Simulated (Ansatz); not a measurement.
Start from this file.

```
Mn O
1.0
     4.45022    0.00000    0.00000
     0.00000    4.45022    0.00000
     0.00000    0.00000    4.45022
Mn O
4 4
Cartesian
  0.0000 0.0000 0.0000
  0.0000 2.2251 2.2251
  2.2251 0.0000 2.2251
  2.2251 2.2251 0.0000
  0.0000 0.0000 2.2251
  0.0000 2.2251 0.0000
  2.2251 0.0000 0.0000
  2.2251 2.2251 2.2251
```

What would you see if this were drawn?

The compound is MnO. Its lattice is face-centred cubic, its space group Fm-3m (No. 225). The prototype is rock salt (NaCl type). There are 8 atoms in the cell: 4 Mn, 4 O. Mn is coordinated by six O in an octahedral arrangement at 2.23 Å. O is coordinated by six Mn in an octahedral arrangement at 2.23 Å. The bonds build a three-dimensional framework.

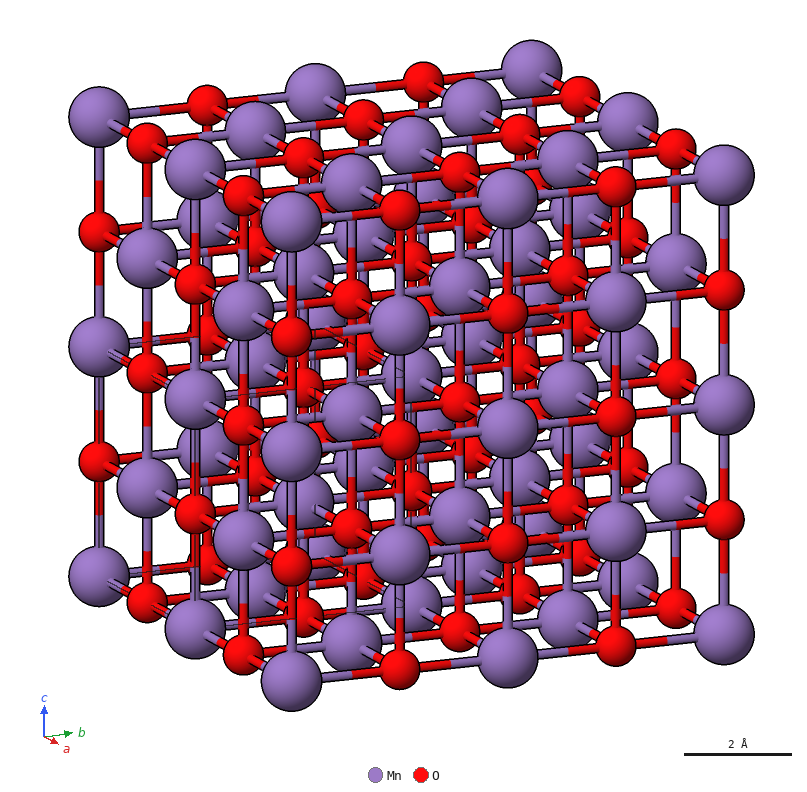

The crystal in a ball-and-stick representation, seen slightly off an axis. The solid box is one conventional unit cell, and 2×2×2 cells are shown.

The cell started as a structure listed in the Materials Project, with elements exchanged, so it need not be a known form of the compound. The structure drawn was relaxed with Ansatz 0.2.0, DFT r2SCAN, scalar-relativistic, plane waves, PAW.
